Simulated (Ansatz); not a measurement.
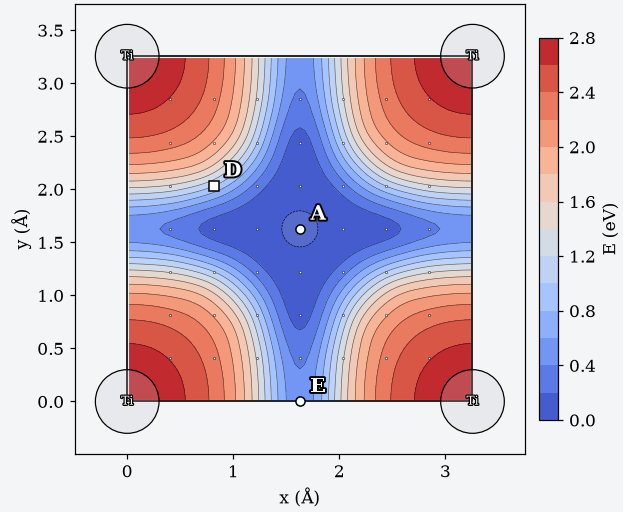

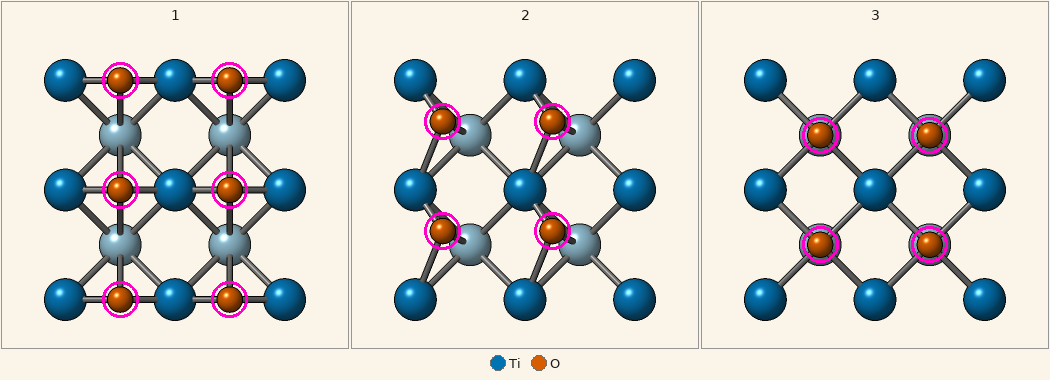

O on a Ti(100) slab cut from the Im-3m phase, its upper half relaxed before the scan (4 atoms of substrate and one adsorbate in a 1 × 1 cell). O is moved over the surface cell; relaxed at each place: the height of the adsorbate's atoms; substrate rigid; the origin of the map has the adsorbate above Ti4. Places are given modulo a cell vector. The map is drawn in real space over the plane of the surface. The grid has 8 × 8 points; 15 points were computed and 49 follow by symmetry. Energies are in eV, from the lowest grid point. With one adsorbate in each 1 × 1 cell, its nearest image is 3.3 Å away, so neighbouring adsorbates interact. The runs have no spin polarisation; a magnetic state may lie lower. Method: DFT PBE, scalar-relativistic, plane waves, PAW (Ansatz). Settings: cutoff 420 eV, k-mesh 8×8×1, gaussian smearing 0.1 eV, no spin polarisation.

Drawn: filled contours, dots at the grid points, labelled circles for the atoms of the top layer and small ones for the second layer, the outline of one cell of the plane, lettered points. Between grid points the surface is interpolated. The numbered pictures are the structures at these points, in random order. Rings mark the moved atoms.

Q: Which structure belongs to which point?

A: A is structure 3: a fourfold hollow over a second-layer Ti atom, (4/8, 4/8) of the cell vectors, 0.00 eV; D is structure 2: (2/8, 5/8) of the cell vectors [nearest 1 Ti at 1.69 Å], 1.02 eV; E is structure 1: a bridge site between two Ti atoms, (4/8, 0/8) of the cell vectors, 0.46 eV.

PAW datasets: the set soft_1.
